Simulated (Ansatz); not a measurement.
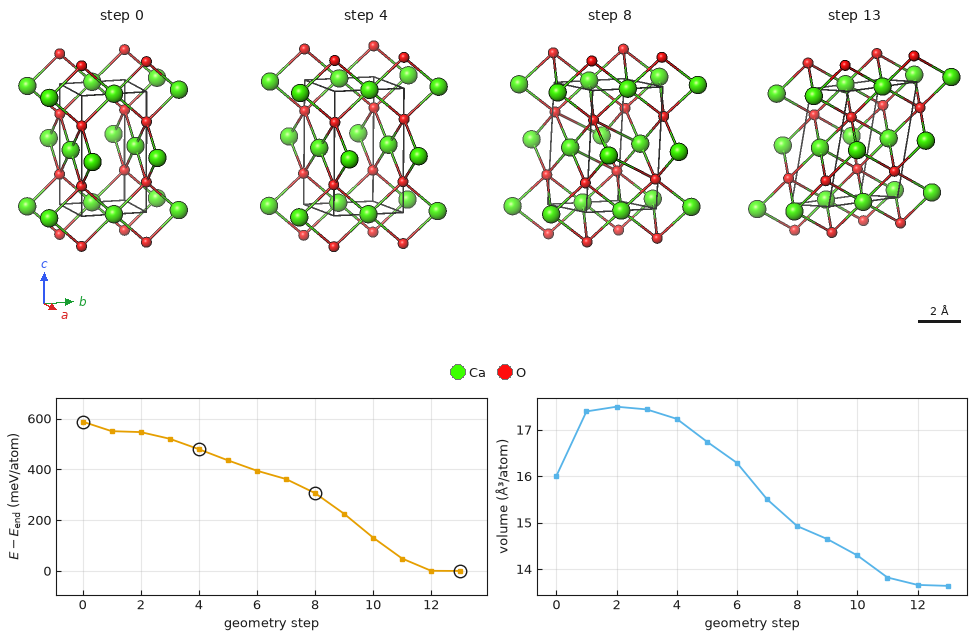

Frames of a relaxation of solid CaO (a generated structure, set up in C2/c) (coarse preliminary run), marked on the history of the run. The picture is a ball-and-stick view of the cell of the calculation, seen slightly off an axis.

Case: Cu → Ca on all its sites, cell and atoms relaxed.

Theory: Ansatz, DFT r2SCAN, scalar-relativistic, plane waves, PAW. (plane-wave cutoff 500 eV; k-point mesh 6 × 6 × 4; occupations gaussian; smearing width 0.1 eV; no spin polarisation; cell and atoms relaxed; force threshold 0.05 eV/Å; at most 60 steps)

Q: Describe the path.

A: The run was cut off at its time limit before the relaxation converged, so the last structure is only a point on the way. The largest moves relative to the cell, 0.85 Å, are those of O atoms. Ca stays in place. The volume changes by −14.8 %, with a = b 3.289 → 3.354 Å (+2.0 %), c 5.919 → 5.856 Å (−1.1 %), α 89.8° → 74.0°, β 89.8° → 74.0°, γ 89.2° → 60.9°. Among the contacts that change: Ca–O 3.936 → 2.402 Å, Ca–Ca 4.618 → 3.402 Å, Ca–Ca 3.766 → 3.391 Å, Ca–O 2.212 → 2.402 Å. New bonds form: Ca–O (3.94 → 2.40 Å). Bond angles that change, for instance: Ca–O–Ca 117.5° → 180.0°, Ca–O–Ca 116.7° → 89.8°, Ca–O–Ca 116.1° → 90.5°. Within 0.06 Å the space group is Cccm at the start and I4/mmm at the end; at a tighter tolerance small leftover displacements or strains of the cell lower it. Over 13 geometry steps the energy falls by 588 meV per atom. The largest force component goes from 0.012 to 0.0017 eV/Å. The pressure goes from 8.74 to −0.09 GPa. From step 0 to 4: O atoms move most (0.03 Å), volume +7.7 %, energy −108 meV per atom. From step 4 to 8: O atoms move most (0.24 Å), volume −13.4 %, energy −173 meV per atom. From step 8 to 13: O atoms move most (0.58 Å), volume −8.6 %, energy −307 meV per atom.

```tsv
step	E − E(0), meV/atom	largest force component, eV/Å	pressure, GPa	volume, Å³/atom
0	0.00	0.0115	8.74	16.006
1	-37.53	0.0090	0.49	17.397
2	-41.14	0.0132	-0.21	17.499
3	-67.44	0.0305	-0.83	17.441
4	-108.39	0.0538	-1.61	17.237
5	-152.27	0.0870	-1.35	16.747
6	-193.20	0.1355	-1.87	16.288
7	-225.87	0.2701	-0.67	15.504
8	-281.21	0.5287	-0.51	14.926
9	-362.46	0.6465	-1.34	14.647
10	-456.39	0.6394	-1.75	14.294
11	-538.90	0.4675	-0.78	13.819
12	-587.24	0.0641	-0.13	13.659
13	-587.80	0.0017	-0.09	13.638
```
